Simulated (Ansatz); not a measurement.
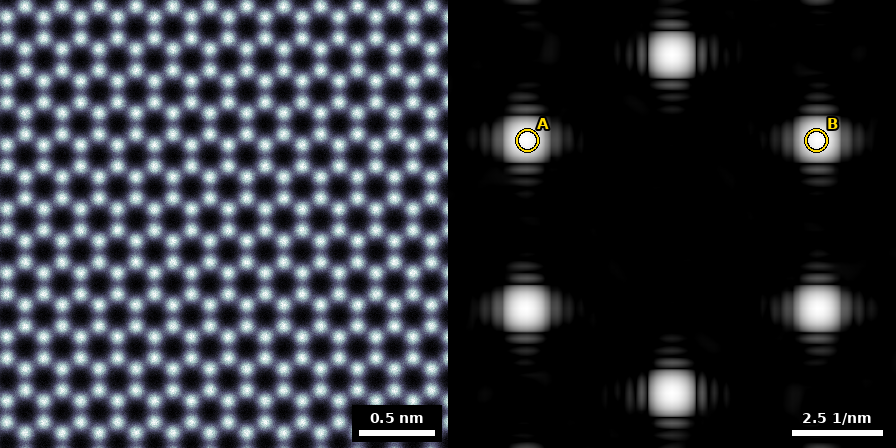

HAADF-like image of Co (P6_3/mmc, No. 194) along [001]. Simulation: incoherent imaging, intensity Z^1.7 per atom, probe width 0.95 Å, thin sample. The probe carries 25 % of its weight in a tail 2.5 times as wide. Shot noise was added. Model: the end point of a relaxation with Ansatz 0.2.0, DFT r2SCAN, scalar-relativistic, plane waves, PAW; the starting structure was generated, so it need not be a known form of this composition.

The right panel is the modulus of the image's Fourier transform on a logarithmic scale.

a = 2.473 Å, b = 2.473 Å, c = 4.017 Å, α = 90.00°, β = 90.00°, γ = 120.00°

Q: Index the marked spots and give their plane spacings (the zone axis points at the viewer; indices equivalent by symmetry, or all signs reversed, are as good).

A: (0 -1 0), d = 2.14 Å; B: (-1 1 0), d = 2.14 Å. A and B enclose 120°, and every spot obeys the zone law hu + kv + lw = 0 for [001].
